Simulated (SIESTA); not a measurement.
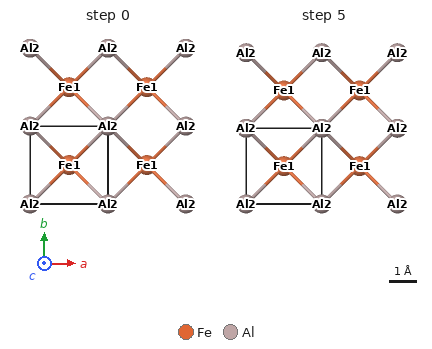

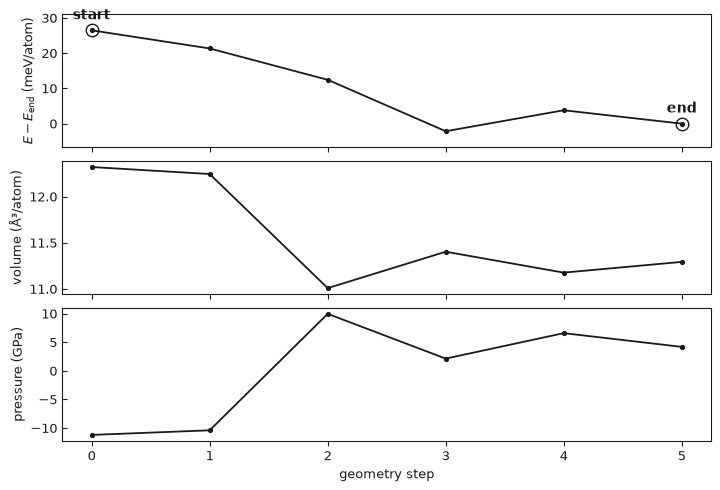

First and last geometry of a relaxation of solid AlFe (set up in Pm-3m), with the history of the run. The picture is a ball-and-stick view of the cell of the calculation, repeated 2 × 2 × 1 with one cell outlined, seen along the c axis.

The run lets cell and atoms move.

Level of theory: Kohn-Sham DFT of a periodic cell, PBEsol, PseudoDojo 0.4 standard, converted to PSML in SIESTA.

Input file:
```
SystemName                      AlFe
SystemLabel                     AlFe
NumberOfSpecies                 2
NumberOfAtoms                   2
%block ChemicalSpeciesLabel
  1  26 Fe
  2  13 Al
%endblock ChemicalSpeciesLabel

LatticeConstant                 1.0 Ang
%block LatticeVectors
     2.9100000000     0.0000000000     0.0000000000
     0.0000000000     2.9100000000     0.0000000000
     0.0000000000     0.0000000000     2.9100000000
%endblock LatticeVectors
AtomicCoordinatesFormat         Fractional
%block AtomicCoordinatesAndAtomicSpecies
     0.5000000000     0.5000000000     0.5000000000  1  Fe
     0.0000000000     0.0000000000     0.0000000000  2  Al
%endblock AtomicCoordinatesAndAtomicSpecies

%block kgrid.MonkhorstPack
    7   0   0  0.0
    0   7   0  0.0
    0   0   7  0.0
%endblock kgrid.MonkhorstPack
XC.Functional                   GGA
XC.Authors                      PBEsol
PAO.BasisSize                   DZP
PAO.EnergyShift                 0.003 Ry
Mesh.Cutoff                     800 Ry
Spin                            polarized
%block DM.InitSpin
    1   3.000
    2   0.000
%endblock DM.InitSpin
OccupationFunction              FD
ElectronicTemperature           0.05 eV
MaxSCFIterations                200
SCF.MustConverge                false
SCF.Mixer.Method                Pulay
SCF.Mixer.Weight                0.1
SCF.Mixer.History               10
SCF.DM.Tolerance                5.0e-05
SCF.H.Tolerance                 1.0e-03 eV
WriteForces                     true
Charge.Mulliken                 end
MD.TypeOfRun                    Broyden
MD.Steps                        40
MD.MaxForceTol                  0.02 eV/Ang
MD.MaxDispl                     0.1 Ang
WriteCoorStep                   true
AtomCoorFormatOut               Fractional
MD.VariableCell                 true
MD.MaxStressTol                 0.1 GPa
Target.Pressure                 5 GPa
%block PAO.Basis
  Fe 5
  n=3 0 2
    2.625 0.000
  n=4 0 2
    7.520 0.000
  n=3 1 2
    2.943 0.000
  n=4 1 1
    7.520
  n=3 2 2
    4.859 0.000
%endblock PAO.Basis
```

Command:
```bash
siesta < AlFe.fdf > AlFe.out 2>&1
```

Did the run converge, and what did it change?

The run was cut off at its time limit before the relaxation converged, so the last structure is only a point on the way. The energy falls by 26.5 meV per atom in 5 geometry steps. With the target pressure of 5 GPa, the enthalpy E + pV changes by −58.6 meV per atom. All forces vanish by symmetry, so only the cell relaxes. The pressure goes from −11.19 to 4.20 GPa. The atoms keep their places relative to the cell (all moves are under 0.005 Å). The volume changes by −8.3 %, with a = b = c 2.910 → 2.827 Å (−2.9 %). Among the contacts that change: Fe1–Al2 2.520 → 2.448 Å. The space group stays Pm-3m (No. 221).

| step | E − E(0), meV/atom | pressure, GPa | volume, Å³/atom |
| --- | --- | --- | --- |
| 0 | 0.00 | -11.19 | 12.321 |
| 1 | -5.15 | -10.39 | 12.245 |
| 2 | -14.05 | 9.98 | 11.010 |
| 3 | -28.65 | 2.15 | 11.404 |
| 4 | -22.70 | 6.60 | 11.177 |
| 5 | -26.50 | 4.20 | 11.294 |
